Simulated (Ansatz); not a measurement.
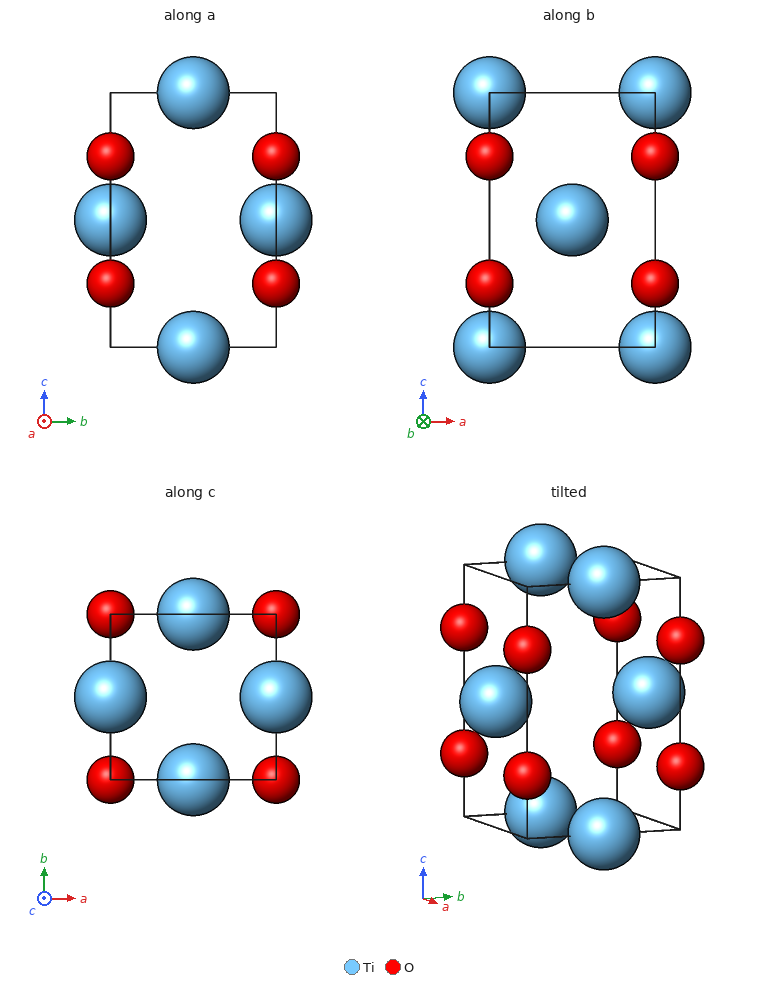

An orthographic spheres-only view of the structure, along the a axis, along the b axis, along the c axis and slightly off an axis. Thin lines show the conventional unit cell, with boundary atoms drawn in all their periodic places.

Lattice parameters: a = 3.1922 Å, b = 3.1922 Å, c = 4.9079 Å, α = 90.000°, β = 90.000°, γ = 90.000°.

Question: Give the atomic positions as a CIF with its space group and independent sites.

Answer:
```cif
data_structure
_symmetry_space_group_name_H-M 'P 42/m m c'
_symmetry_Int_Tables_number 131
_cell_length_a 3.1922
_cell_length_b 3.1922
_cell_length_c 4.9079
_cell_angle_alpha 90.000
_cell_angle_beta 90.000
_cell_angle_gamma 90.000
_cell_volume 50.01
loop_
_atom_site_label
_atom_site_type_symbol
_atom_site_symmetry_multiplicity
_atom_site_Wyckoff_symbol
_atom_site_fract_x
_atom_site_fract_y
_atom_site_fract_z
_atom_site_occupancy
Ti1 Ti 2 c 0.0000 0.5000 0.0000 1
O1 O 2 e 0.0000 0.0000 0.2500 1
```

The model was built from a structure type filled with these elements by a generator (whether the compound takes this form wasn't checked). It was relaxed at fixed volume with DFT PBEsol, scalar-relativistic, plane waves, PAW (Ansatz).

At this level of theory the cell isn't at rest (stretched, at -7 GPa), so its distances can differ from those at equilibrium, the more so the softer the solid.
